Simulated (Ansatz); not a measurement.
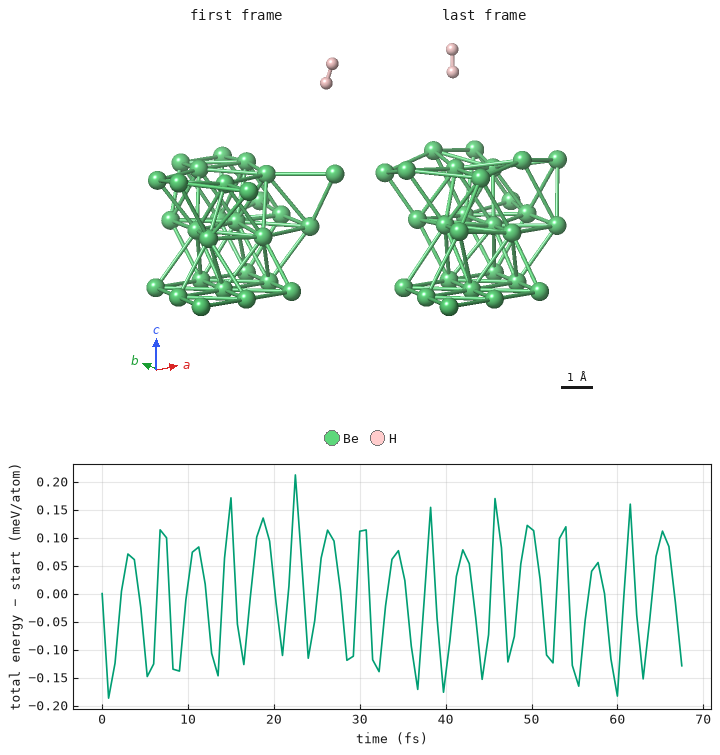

A Born-Oppenheimer molecular dynamics run of H2 on Be(0001) (29 atoms in the cell), 68 fs long. It starts from the last geometry of an earlier run, with fresh velocities. A ball-and-stick model of the simulation cell, with the vacuum cut short, seen slightly off an axis. Bonds to atoms that aren't drawn are left out.

Level of theory: DFT r2SCAN-D3(BJ), scalar-relativistic, plane waves, PAW (Ansatz 0.2.0). Set-up: plane-wave cutoff 250 eV; k-point mesh 2 × 2 × 1; Fermi-Dirac smearing 0.15 eV; low-accuracy preset; 9 atoms held fixed; constant energy (NVE); velocities drawn for 1800 K; time step 0.75 fs.

Question: Check the integration.

Answer: The total energy stays between −0.19 and 0.21 meV per atom of its start. A straight-line fit has a slope that amounts to −0.00023 meV per atom over 68 fs (under 0.1 % of the mean kinetic energy), and the ripple about it is 0.5 % of the kinetic energy's fluctuation. With a drift under 2 % and a ripple under 7 %, the integration is accurate. The plane-wave cutoff is below what these potentials need, so energies and forces are off. Over the second half the temperature averages 1365 K (spread ±81 K). The potential energy in the second half lies on average 38.7 meV per atom above the first frame.

Limits of the set-up: the k-point mesh is coarse for a cell with partly filled bands; the cutoff lies below the recommended one; the program's low-accuracy preset was used; the periodic images lie only 6.9 Å apart, so the values are limited by the cell's size.
